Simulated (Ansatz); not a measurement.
## ZnS: a changed input and its effect

System: ZnS (P6₃mc, 8 atoms in the cell).
Method of run 1: Kohn-Sham DFT of a periodic cell, PBEsol, Ansatz PAW, no spin polarisation (Ansatz 0.2.0).

The structure derives from an entry of the Crystallography Open Database. Text and figures count atoms from 1; the logs count them from 0 in places.

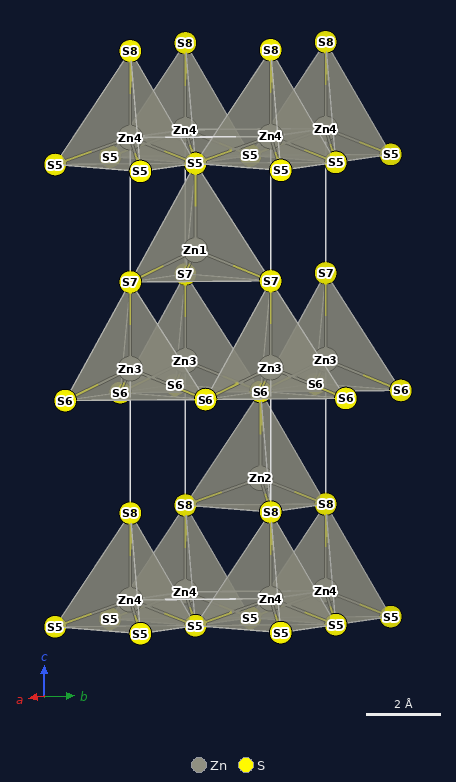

**Figure 1.** The starting structure (polyhedral view of the cell of the calculation, seen at an oblique angle; polyhedra are completed across the faces of the cell; atoms are numbered from 1 in the order of the input).

## The input, run 1
```yaml
crystal:
  lattice:
    - [3.8227, 0.0, 0.0]
    - [-1.91135, 3.310555311, 0.0]
    - [0.0, 0.0, 12.52]
  atoms:
    - { symbol: Zn, position: [0.6666666667, 0.3333333333, 0.75] }
    - { symbol: Zn, position: [0.3333333333, 0.6666666667, 0.25] }
    - { symbol: Zn, position: [0.0, 0.0, 0.5] }
    - { symbol: Zn, position: [0.0, 0.0, 0.0] }
    - { symbol: S, position: [0.6666666667, 0.3333333333, 0.9375] }
    - { symbol: S, position: [0.3333333333, 0.6666666667, 0.4375] }
    - { symbol: S, position: [0.0, 0.0, 0.6875] }
    - { symbol: S, position: [0.0, 0.0, 0.1875] }
hamiltonian:
  xc: pbesol
  pseudopotentials: { kind: paw }
kpoints:
  mp_grid: { grid: [8, 8, 3] }
scf:
  occupations: { method: fermi_dirac, width: 0.05 }
output:
  forces: true
  stress: true
relax:
  f_tol: 0.01
  max_steps: 40
  cell: { stress_tol: 0.05 }
```

Command:
```bash
ansatz run input.yaml --threads 4 --pin off --max-ram 11264MiB --backend cpu --events-out ev --progress --plain --runs-dir out
```

Hardware: 4 threads of Intel Xeon (Granite Rapids), 16 GiB of memory available, shared host.

## Output, shortened to warnings, some set-up lines, iterations and results (run 1)
```
Basis set: ecut = 420 eV, 3077 PW (Γ), exchange–correlation on 54×54×180 points (8 copies of the dense FFT grid, shifted against one another)
Symmetry: 12 space group operations
k-points: 20 of 192 (time reversal used)
Initial density: superposition of atomic densities (neutral atoms: chi_scale 0, normalization atom), corrected by the library's trained network
[...]
SCF iter   1: F=—  HF=-16669.734661 eV  |F-HF|=—  |Δ(HF+E_count)|=         —  Δρ=5.40e-3  dr2=5.58e-2  ethr=1.77e-3  ⟨swp⟩=9.4  Hψ=3931  notcnv=0
SCF iter   2: F=—  HF=-16669.721277 eV  |F-HF|=—  |Δ(HF+E_count)|=   1.34e-2  Δρ=2.06e-3  dr2=1.16e-2  ethr=7.76e-5  ⟨swp⟩=2.6  Hψ=1785  notcnv=0  defer=9
SCF iter   3: F=—  HF=-16669.719122 eV  |F-HF|=—  |Δ(HF+E_count)|=   2.15e-3  Δρ=1.48e-3  dr2=2.35e-3  ethr=1.61e-5  ⟨swp⟩=2.0  Hψ=1505  notcnv=0  defer=9
SCF iter   4: F=—  HF=-16669.718184 eV  |F-HF|=—  |Δ(HF+E_count)|=   9.38e-4  Δρ=4.00e-4  dr2=2.64e-4  ethr=3.27e-6  ⟨swp⟩=2.0  Hψ=1311  notcnv=0  defer=9
SCF iter   5: F=—  HF=-16669.718315 eV  |F-HF|=—  |Δ(HF+E_count)|=   1.30e-4  Δρ=9.26e-5  dr2=2.04e-5  ethr=3.67e-7  ⟨swp⟩=2.9  Hψ=1638  notcnv=0  defer=9
[... 32 lines ...]
SCF iter   5: F=—  HF=-16669.752098 eV  |F-HF|=—  |Δ(HF+E_count)|=   1.66e-8  Δρ=3.96e-7  dr2=1.07e-10  ethr=3.33e-12  ⟨swp⟩=2.0  Hψ=1595  notcnv=0
SCF iter   6: F=—  HF=-16669.752098 eV  |F-HF|=—  |Δ(HF+E_count)|=  2.04e-10  Δρ=3.15e-7  dr2=8.87e-11  ethr=1.00e-12  ⟨swp⟩=4.5  Hψ=3146  notcnv=0
SCF iter   7: F=-16669.752098 eV  HF=-16669.752098 eV  |F-HF|=3.64e-12  |Δ(HF+E_count)|=  4.73e-11  Δρ=7.69e-8  dr2=8.37e-12  ethr=1.00e-12  ⟨swp⟩=4.0  Hψ=3041  notcnv=0
SCF 5 converged in 7 iterations: F = -16669.752098 eV  dr2 = 8.37e-12
relax step   5: F+E_penalty+E_count = -16669.75209823 eV  Δ(F+E_penalty+E_count) = +1.759e-3 eV  max|allowed force component| = 3.820e-3 eV/Å  Δτ_max = 0.0000 Å  P = -0.003 …
basis re-selected at this cell: Δ(F+E_penalty+E_count) = +1.759e-3 eV, ΔP = -0.001 GPa vs the last step (what re-selecting the basis moved, of the pressure what is left beyond the Pulay correction that the steps carried, after the strain that the cell walked since its last selection, with what the …
SCF converged after 7 iterations
Free energy (F): -16669.752098 eV
Harris-Foulkes:  -16669.752098 eV  (|F-HF|=3.64e-12)
Internal energy: -16669.752098 eV  (E = F + TS)
E sigma→0 (E₀):  -16669.752098 eV
Fermi energy:    7.138332 eV
--- Per-component energies (eV) ---
  E_band       = 28.997629
  E_kinetic    = 954.611673
  E_local      = -8104.276900  (includes V_loc(G=0)·N_el)
  E_nonlocal   = 2575.478085
  E_hartree    = 3384.158219
  E_xc         = -928.529918
  E_vxc        = -561.358362  (∫ρ·V_xc dr)
  E_paw        = -9500.127424  (= ΣΔE_a)
  E_vpaw       = -1603.771884  (= ΣTr[D̂ρ^β])
  E_aug_tail   = -0.001463  (compensation charges beyond the density's cutoff)
  E_ewald      = -5054.501588
  E_core_change = 3.437217  (= ΣΔE_core)
  E_smearing   = -0.000000  (= −TS)
  E_closure    = 0.000000  (closes the sum)
  Σ components = -16669.752098   (vs F -16669.752098, Δ=0.00e0)
--- Forces (eV/Å), atoms counted from 1 ---
  atom   1  Zn     0.00000000    -0.00000000    -0.00343727
  atom   2  Zn    -0.00000000     0.00000000    -0.00343727
  atom   3  Zn    -0.00000000    -0.00000000    -0.00381982
  atom   4  Zn     0.00000000     0.00000000    -0.00381982
  atom   5  S      0.00000000    -0.00000000     0.00369527
  atom   6  S     -0.00000000     0.00000000     0.00369527
  atom   7  S     -0.00000000     0.00000000     0.00356122
  atom   8  S      0.00000000    -0.00000000     0.00356122
  max |Σ_I F_I| component: 1.18e-6 eV/Å
--- Stress (GPa, compression-positive) ---
       -0.012374      -0.000000      -0.000000
        0.000000      -0.012374       0.000000
        0.000000       0.000000       0.016701
  P = ⅓ Tr σ = -0.0027 GPa (-0.027 kbar)
--- Relaxed structure (4 steps of the walk, 4 accepted, 1 SCFs on fresh bases) ---
  F+E_penalty+E_count = -16669.75209823 eV   max|allowed force component| = 3.820e-3 eV/Å   (the final SCF, on the basis selected at the relaxed cell)
  cell:  # Å, volume = 153.7339 Å³
    - [3.7848197865718594, 0.0, 0.0]
    - [-1.8924098932859297, 3.277750083917228, 0.0]
[...]
```

The input of run 2 differs as follows (lines with − go, lines with + come):
```diff
+  dispersion: d3bj
+  write_density: true
+  write_potential: true
+  elf: true
+  volumetric_format: npy
```

How does run 2 compare with run 1?

The total energies belong to different models, so their difference says nothing on which is more stable or more accurate. The volume per atom goes from 19.22 to 18.69 Å³. The SCF takes 38 iterations over all geometry steps against 32.

## Output, shortened to warnings, some set-up lines, iterations and results (run 2)
```
Basis set: ecut = 420 eV, 3077 PW (Γ), exchange–correlation on 54×54×180 points (8 copies of the dense FFT grid, shifted against one another)
Symmetry: 12 space group operations
k-points: 20 of 192 (time reversal used)
Initial density: superposition of atomic densities (neutral atoms: chi_scale 0, normalization atom), corrected by the library's trained network
[...]
SCF iter   1: F=—  HF=-16671.799592 eV  |F-HF|=—  |Δ(HF+E_count)|=         —  Δρ=5.40e-3  dr2=5.58e-2  ethr=1.77e-3  ⟨swp⟩=9.4  Hψ=3931  notcnv=0
SCF iter   2: F=—  HF=-16671.786207 eV  |F-HF|=—  |Δ(HF+E_count)|=   1.34e-2  Δρ=2.06e-3  dr2=1.16e-2  ethr=7.76e-5  ⟨swp⟩=2.6  Hψ=1785  notcnv=0  defer=9
SCF iter   3: F=—  HF=-16671.784053 eV  |F-HF|=—  |Δ(HF+E_count)|=   2.15e-3  Δρ=1.48e-3  dr2=2.35e-3  ethr=1.61e-5  ⟨swp⟩=2.0  Hψ=1505  notcnv=0  defer=9
SCF iter   4: F=—  HF=-16671.783115 eV  |F-HF|=—  |Δ(HF+E_count)|=   9.38e-4  Δρ=4.00e-4  dr2=2.64e-4  ethr=3.27e-6  ⟨swp⟩=2.0  Hψ=1311  notcnv=0  defer=9
SCF iter   5: F=—  HF=-16671.783245 eV  |F-HF|=—  |Δ(HF+E_count)|=   1.30e-4  Δρ=9.26e-5  dr2=2.04e-5  ethr=3.67e-7  ⟨swp⟩=2.9  Hψ=1638  notcnv=0  defer=9
[... 40 lines ...]
SCF iter   5: F=—  HF=-16671.909531 eV  |F-HF|=—  |Δ(HF+E_count)|=   6.02e-8  Δρ=7.46e-7  dr2=3.06e-10  ethr=1.16e-11  ⟨swp⟩=2.0  Hψ=1581  notcnv=0
SCF iter   6: F=—  HF=-16671.909531 eV  |F-HF|=—  |Δ(HF+E_count)|=  7.68e-10  Δρ=5.71e-7  dr2=2.78e-10  ethr=1.00e-12  ⟨swp⟩=6.7  Hψ=4683  notcnv=0
SCF iter   7: F=-16671.909531 eV  HF=-16671.909531 eV  |F-HF|=7.28e-12  |Δ(HF+E_count)|=  1.31e-10  Δρ=1.26e-7  dr2=2.05e-11  ethr=1.00e-12  ⟨swp⟩=5.0  Hψ=4636  notcnv=0
SCF 6 converged in 7 iterations: F = -16671.909531 eV  dr2 = 2.05e-11
relax step   6: F+E_penalty+E_count = -16671.90953115 eV  Δ(F+E_penalty+E_count) = +3.329e-3 eV  max|allowed force component| = 1.948e-4 eV/Å  Δτ_max = 0.0000 Å  P = -0.002 …
basis re-selected at this cell: Δ(F+E_penalty+E_count) = +3.329e-3 eV, ΔP = -0.003 GPa vs the last step (what re-selecting the basis moved, of the pressure what is left beyond the Pulay correction that the steps carried, after the strain that the cell walked since its last selection, with what the …
SCF converged after 7 iterations
Free energy (F): -16671.909531 eV
Harris-Foulkes:  -16671.909531 eV  (|F-HF|=7.28e-12)
Internal energy: -16671.909531 eV  (E = F + TS)
E sigma→0 (E₀):  -16671.909531 eV
Fermi energy:    7.577130 eV
--- Per-component energies (eV) ---
  E_band       = 48.687959
  E_kinetic    = 957.755455
  E_local      = -8030.882652  (includes V_loc(G=0)·N_el)
  E_nonlocal   = 2574.487060
  E_hartree    = 3356.146083
  E_xc         = -930.363644
  E_vxc        = -563.745460  (∫ρ·V_xc dr)
  E_paw        = -9498.737903  (= ΣΔE_a)
  E_vpaw       = -1601.217317  (= ΣTr[D̂ρ^β])
  E_aug_tail   = -0.001450  (compensation charges beyond the density's cutoff)
  E_ewald      = -5101.562513
  E_disp       = -2.187185  (pairwise vdW)
  E_core_change = 3.437217  (= ΣΔE_core)
  E_smearing   = -0.000000  (= −TS)
  E_closure    = 0.000000  (closes the sum)
  Σ components = -16671.909531   (vs F -16671.909531, Δ=0.00e0)
--- Forces (eV/Å), atoms counted from 1 ---
  atom   1  Zn     0.00000000    -0.00000000    -0.00014171
  atom   2  Zn    -0.00000000     0.00000000    -0.00014171
  atom   3  Zn    -0.00000000    -0.00000000     0.00001353
  atom   4  Zn    -0.00000000     0.00000000     0.00001353
  atom   5  S      0.00000000    -0.00000000     0.00019485
  atom   6  S      0.00000000     0.00000000     0.00019485
  atom   7  S      0.00000000     0.00000000    -0.00006648
  atom   8  S      0.00000000    -0.00000000    -0.00006648
  max |Σ_I F_I| component: 3.77e-7 eV/Å
--- Stress (GPa, compression-positive) ---
       -0.001095       0.000000       0.000000
        0.000000      -0.001095       0.000000
        0.000000       0.000000      -0.003394
  P = ⅓ Tr σ = -0.0019 GPa (-0.019 kbar)
--- Relaxed structure (5 steps of the walk, 5 accepted, 1 SCFs on fresh bases) ---
  F+E_penalty+E_count = -16671.90953115 eV   max|allowed force component| = 1.948e-4 eV/Å   (the final SCF, on the basis selected at the relaxed cell)
  cell:  # Å, volume = 149.5197 Å³
    - [3.749303053866627, 0.0, 1.4512680286772699e-33]
[...]
```

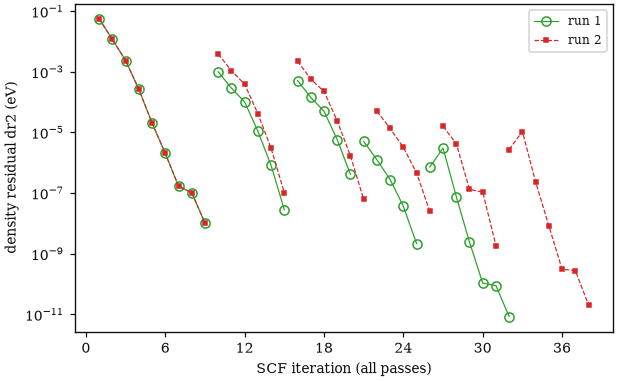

**Figure 2.** Convergence of the two runs: density residual dr2 against the SCF iteration. A break in a curve parts two SCF passes. Run 1 takes 32 iterations in all, and run 2 takes 38.

## The two runs side by side

| quantity | run 1 | run 2 |
| --- | --- | --- |
| outcome | converged | converged |
| free energy per atom (eV) | −2083.7190 | −2083.9887 |
| pressure (GPa) | 0.00 | 0.00 |
| volume per atom (Å³) | 19.22 | 18.69 |
| largest force (eV/Å) | 0.004 | 0.000 |
| SCF iterations | 32 | 38 |
| irreducible k-points | 20 | 20 |
| gap on the mesh (eV) | – | 2.24 |
